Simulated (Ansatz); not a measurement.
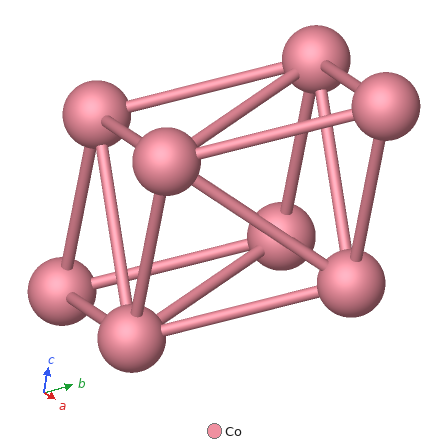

System: Co, space group Fm-3m (No. 225). The picture shows the cell.

Starting cell:
```yaml
crystal:
  lattice:
    - [0.00000, 1.75990, 1.75990]
    - [1.75990, 0.00000, 1.75990]
    - [1.75990, 1.75990, 0.00000]
  atoms:
    - { symbol: Co, position: [0.00000, 0.00000, 0.00000] }
```

Input of one of the runs behind the figure:
```
crystal:
  lattice:
    - [0.0, 1.7599042199, 1.7599042199]
    - [1.7599042199, 0.0, 1.7599042199]
    - [3.5198084398, 3.5198084398, 0.0]
  atoms:
    - { symbol: Co, position: [0.0, 0.0, 0.0], spin: 1.5 }
    - { symbol: Co, position: [0.0, 0.0, 0.5], spin: -1.5 }
basis:
  ecutwfc: 600
  ecutrho_ratio: 5
kpoints:
  mp_grid: { grid: [20, 20, 10] }
hamiltonian:
  xc: pbe
scf:
  occupations: { method: gaussian, width: 0.05 }
output:
  forces: true
  stress: true
  eigenvalues: true
  populations: true
magnetization:
  spin_polarized: true
```

Calculation (Ansatz 0.2.0): plane-wave density functional theory, PAW datasets, Gaussian smearing 0.05 eV: magnetic starts at the geometry given; energies counted from the first row's state on a like mesh; signs (u up, d down) over the magnetic atoms in order; propagation vectors in reciprocal vectors of the given cell. Level: PBE, collinear spin.

| setting | value |
| --- | --- |
| PAW set | soft_2 |
| wave cutoff | 600 eV |
| k mesh of first row | 20×20×20 |

Key: 1 = ferromagnetic (signs u); 2 = no spin polarisation; 3 = antiferromagnetic, doubled cell, propagation vector 0, 0, 1/2 (signs ud); 4 = antiferromagnetic, doubled cell, propagation vector 0, 1/2, 1/2 (signs ud); 5 = small parallel starting moments (signs u).

Describe the result: the energy relative to the first start of each magnetic start.

Among these starts the lowest are no. 1, no. 3, no. 4 and no. 5, which are equal within what the calculation resolves; no. 2 is 207 meV/atom higher. In rising order: no. 1 (0), no. 3 (0), no. 4 (0), no. 5 (0), no. 2 (207), in meV/atom. The largest moment, in μB, is 1.714 for no. 1, 0.000 for no. 2, 1.714 for no. 3, 1.714 for no. 4 and 1.714 for no. 5. The pressure, in GPa, is −0.01 for no. 1, −12.78 for no. 2, −0.01 for no. 3, −0.01 for no. 4 and −0.01 for no. 5.

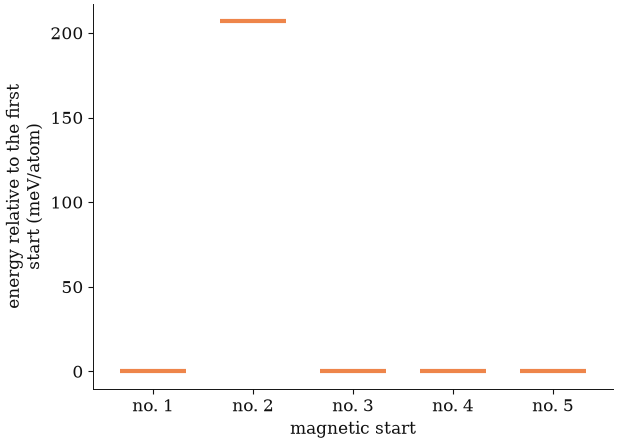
